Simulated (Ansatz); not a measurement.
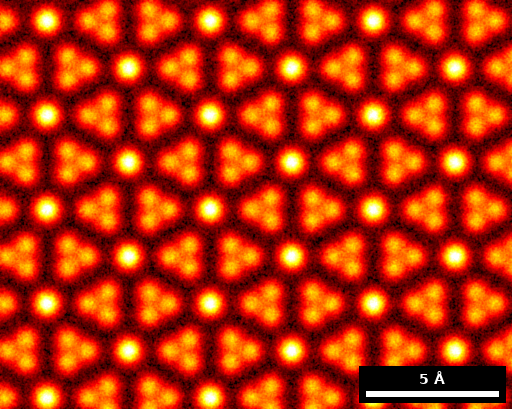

iDPC-like image of Ni (Pm-3n, No. 223). Simulated as the projected potential of neutral atoms (B = 0.3 Å²) blurred by a 0.50 Å probe, the thin-sample limit of integrated differential phase contrast. The display is stretched by a gamma of 0.65; percentages refer to the linear signal. Shot noise was added. Model: the input geometry of a calculation; the starting structure was generated, so it need not be a known form of this composition.

```cif
data_structure
_symmetry_space_group_name_H-M 'Pm-3n'
_symmetry_Int_Tables_number 223
_cell_length_a 4.3908
_cell_length_b 4.3908
_cell_length_c 4.3908
_cell_angle_alpha 90.000
_cell_angle_beta 90.000
_cell_angle_gamma 90.000
_cell_volume 84.65
loop_
_atom_site_label
_atom_site_type_symbol
_atom_site_symmetry_multiplicity
_atom_site_Wyckoff_symbol
_atom_site_fract_x
_atom_site_fract_y
_atom_site_fract_z
_atom_site_occupancy
Ni1 Ni 2 a 0.00000 0.00000 0.00000 1
Ni2 Ni 6 c 0.25000 0.00000 0.50000 1
```

Question: Along which zone axis is the crystal seen: [001], [111], [210] or [211]? (Directions equivalent by symmetry count as one.)

Answer: [111]. The projected cells are 4.39 × 4.39 Å, 90° for [001]; 3.59 × 3.59 Å, 120° for [111]; 1.96 × 4.39 Å, 90° for [210]; 2.54 × 3.10 Å, 90° for [211], and the image repeats as the [111] one does.
